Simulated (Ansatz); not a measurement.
## Na: an electron-density study

Space group Pnma. This isn't the usual form at ambient conditions. The cell comes from a database of computed structures, not from a measurement.

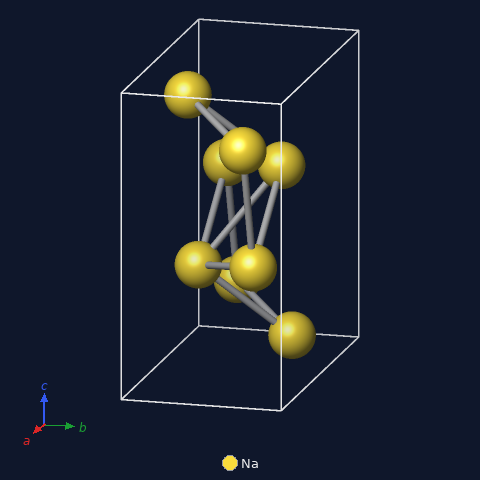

The conventional cell.

Input file:

```
crystal:
  lattice:
    - [8.09723, 0.0, 0.0]
    - [0.0, 4.528748, 0.0]
    - [0.0, 0.0, 8.682314]
  atoms:
    - { symbol: Na, position: [0.156071, 0.25, 0.579756] }
    - { symbol: Na, position: [0.656071, 0.25, 0.920244] }
    - { symbol: Na, position: [0.843929, 0.75, 0.420244] }
    - { symbol: Na, position: [0.343929, 0.75, 0.079756] }
    - { symbol: Na, position: [0.021003, 0.25, 0.166146] }
    - { symbol: Na, position: [0.521003, 0.25, 0.333854] }
    - { symbol: Na, position: [0.978997, 0.75, 0.833854] }
    - { symbol: Na, position: [0.478997, 0.75, 0.666146] }
basis:
  ecutwfc: 500
  fft_grid_basis: typed
kpoints:
  mp_grid: { grid: [4, 8, 4] }
hamiltonian:
  xc: r2scan
  pseudopotentials: { kind: paw }
scf:
  occupations: { method: gaussian, width: 0.05 }
output:
  forces: true
  stress: true
  eigenvalues: true
  bader: true
  write_density: true
  volumetric_format: npy
  elf: true
```

Command:

```sh
ansatz run input.yaml --threads 2 --pin off --max-ram 4096MiB --backend cpu --events-out ev --progress --plain --runs-dir out
```

The picture shows the conventional cell (a = 8.10 Å, b = 4.53 Å, c = 8.68 Å, α = 90.00°, β = 90.00°, γ = 90.00°).

The calculation used DFT r2SCAN, scalar-relativistic, plane waves, PAW in Ansatz.

Core electrons are frozen (PAW), so the maps are meaningful between the atoms, not at the nuclei.

Part 1: Bonding charge

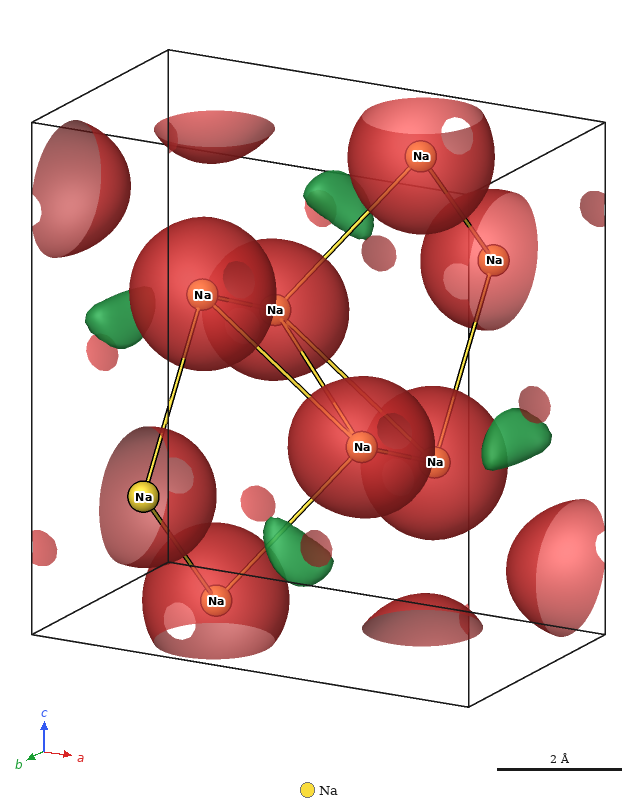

Bonding charge density, ρ(crystal) − Σ ρ(neutral atoms): green surfaces at +0.006 and red ones at −0.006 e/Å³, in the conventional cell seen at an oblique angle (the regions close to the nuclei are left out). Cores are masked to 1.0 Å (Na).

> Where does charge go when the atoms form this crystal?

Na–Na (3.47 Å): Δρ is about zero at the midpoint.
Over the whole cell, outside the masked cores, the largest gain, 0.007 e/Å³, lies 2.3 Å from a sodium nucleus, and the largest loss lies at the edge of the masked core of Na.
The rearranged charge, half the integral of |Δρ|, is about 0.08 e an atom.

Part 2: States by energy

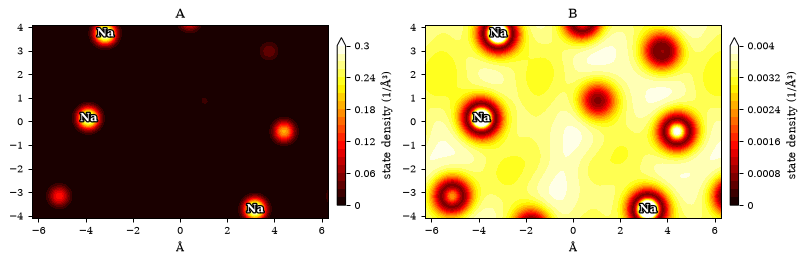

Na: densities of the states in two energy windows, on the (111) plane of the conventional cell.

> Match the panels to the energy ranges (zero at the Fermi level): −26.16 to −26.04 eV and −3.4 to −2.2 eV.

Panel A: −26.16 to −26.04 eV, a separate group of bands (semicore or deep states), mainly Na 2p (over 95 %).
Panel B: −3.4 to −2.2 eV, the lower third of the occupied valence band, mainly Na 3s (over 95 %).
The characters are Löwdin shares on a minimal set of atomic orbitals.

Part 3: Moving an atom

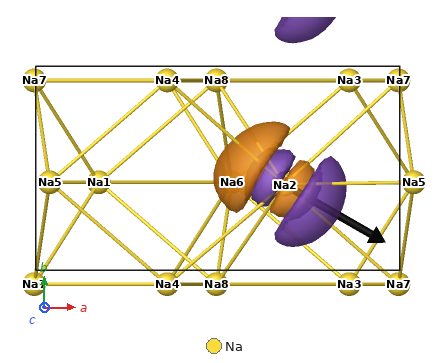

Na2 was moved by 0.10 Å along [1 −1 0] in the axes of the cell drawn (arrow, not to scale). Change of the density less the rigid motion of the neutral atom's own density: orange surfaces at +0.0008 and purple ones at −0.0008 e/Å³, in the cell of the calculation (origin moved) seen along the c axis.

> How do the electrons respond beyond following the atom?

About 0.02 e is rearranged in the cell. Outside the cores the largest gain, 0.002 e/Å³, lies 1.2 Å from a sodium nucleus, and the largest loss, 0.002 e/Å³, lies 1.1 Å from a sodium nucleus.

> What restoring force does the calculation give for this move?

The force on it changes by 0.08 eV/Å along the move, against it: a stiffness of about 0.84 eV/Å² for this sublattice shift.

Run times: 80 s (base cell), 40 s (state densities) and 120 s (moved atom), on 2 threads of Arm Neoverse V1 (shared host).
